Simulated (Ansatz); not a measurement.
Consider TaSi2.

```cif
data_structure
_symmetry_space_group_name_H-M 'P 1'
_symmetry_Int_Tables_number 1
_cell_length_a 4.8057
_cell_length_b 8.3237
_cell_length_c 13.0447
_cell_angle_alpha 90.000
_cell_angle_beta 90.000
_cell_angle_gamma 90.000
_cell_volume 521.81
loop_
_atom_site_label
_atom_site_type_symbol
_atom_site_fract_x
_atom_site_fract_y
_atom_site_fract_z
_atom_site_occupancy
Ta1 Ta 0.75000 0.25000 0.57854 1
Ta2 Ta 0.25000 0.75000 0.57854 1
Ta3 Ta 0.75000 0.25000 0.08429 1
Ta4 Ta 0.25000 0.75000 0.08429 1
Ta5 Ta 0.50000 0.00000 0.74713 1
Ta6 Ta 0.00000 0.50000 0.74713 1
Ta7 Ta 0.50000 0.00000 0.25287 1
Ta8 Ta 0.00000 0.50000 0.25287 1
Ta9 Ta 0.25000 0.25000 0.42146 1
Ta10 Ta 0.75000 0.75000 0.42146 1
Ta11 Ta 0.25000 0.25000 0.91571 1
Ta12 Ta 0.75000 0.75000 0.91571 1
Si1 Si 0.23838 0.07946 0.57854 1
Si2 Si 0.73838 0.57946 0.57854 1
Si3 Si 0.23838 0.07946 0.08429 1
Si4 Si 0.73838 0.57946 0.08429 1
Si5 Si 0.00000 0.15892 0.74713 1
Si6 Si 0.50000 0.65892 0.74713 1
Si7 Si 0.00000 0.15892 0.25287 1
Si8 Si 0.50000 0.65892 0.25287 1
Si9 Si 0.76162 0.07946 0.42146 1
Si10 Si 0.26162 0.57946 0.42146 1
Si11 Si 0.76162 0.07946 0.91571 1
Si12 Si 0.26162 0.57946 0.91571 1
Si13 Si 0.26162 0.42054 0.57854 1
Si14 Si 0.76162 0.92054 0.57854 1
Si15 Si 0.26162 0.42054 0.08429 1
Si16 Si 0.76162 0.92054 0.08429 1
Si17 Si 0.50000 0.34108 0.74713 1
Si18 Si 0.00000 0.84108 0.74713 1
Si19 Si 0.50000 0.34108 0.25287 1
Si20 Si 0.00000 0.84108 0.25287 1
Si21 Si 0.73838 0.42054 0.42146 1
Si22 Si 0.23838 0.92054 0.42146 1
Si23 Si 0.73838 0.42054 0.91571 1
Si24 Si 0.23838 0.92054 0.91571 1
```

Space group C222; not relaxed (largest force 1.6 eV/Å); computed pressure about 3 GPa in this cell.

Theory: Ansatz 0.2.0, DFT PBE, scalar-relativistic, plane waves, PAW.

Question: What will maps of the valence pseudo-density and electron localisation function show?

Answer: Si–Si (2.65 Å): the density is about 0.32 e/Å³ at the midpoint; the ELF peaks at about 0.70 between the atoms.
Ta–Si (2.74 Å): the density is about 0.33 e/Å³ at the midpoint; the ELF peaks at about 0.75 in the valence shell of Si, 0.9 Å from its nucleus, and is about 0.40 at the midpoint.

Question: Does the calculation give a band gap?

Answer: It is gapless in this calculation (a metal or semimetal).

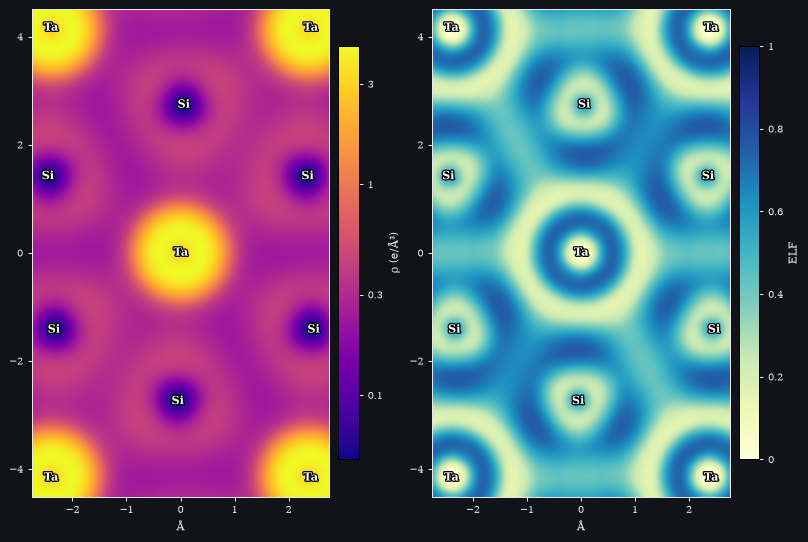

Computed valence pseudo-density and electron localisation function on the (001) plane of the conventional cell, in this order. 

In a PAW calculation such maps are meaningful between the atoms, not at the nuclei.
